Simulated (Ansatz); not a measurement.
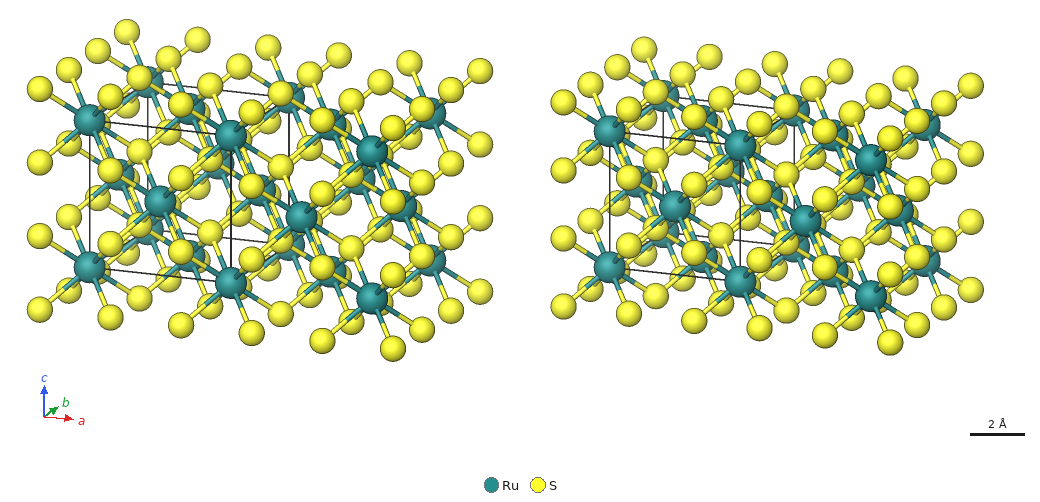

Two geometries of solid RuS₂ (a generated structure, set up in Fm-3m), drawn at one scale. One is the start of a relaxation, the other its converged end. A ball-and-stick model of the conventional cell (4 times the calculation's cell), repeated 2 × 1 × 1 with one cell outlined, seen slightly off an axis. Lengths and directions refer to the drawn axes.

Theory: DFT, PBE, PAW with Ansatz's default frozen-core files, scalar-relativistic in Ansatz 0.2.0. (plane-wave cutoff 420 eV; k-point mesh 11 × 11 × 11; occupations fermi dirac; smearing width 0.03 eV; no spin polarisation; cell and atoms relaxed; force threshold 0.005 eV/Å; at most 80 steps)

> Which of the two is the end point?

The left one is the relaxed one. Case: cell and atoms relaxed from a first guess. Over 5 accepted moves (7 points after the start) the energy falls by 520 meV per atom. All forces vanish by symmetry, so only the cell relaxes. Pressure: 63.06 GPa at the start and 0.01 GPa at the end. The SCF was repeated twice at an unchanged geometry on a basis and grid sized afresh for the cell, which shifted the energy by 2.3 meV per atom at most. No atom moves by more than 0.005 Å relative to the cell. The drawn cell changes as follows: a = b = c 5.303 → 5.733 Å (+8.1 %); the volume changes by +26.4 %. Near-neighbour distances that change, for instance: Ru–S 2.296 → 2.483 Å. The space group stays Fm-3m (No. 225).
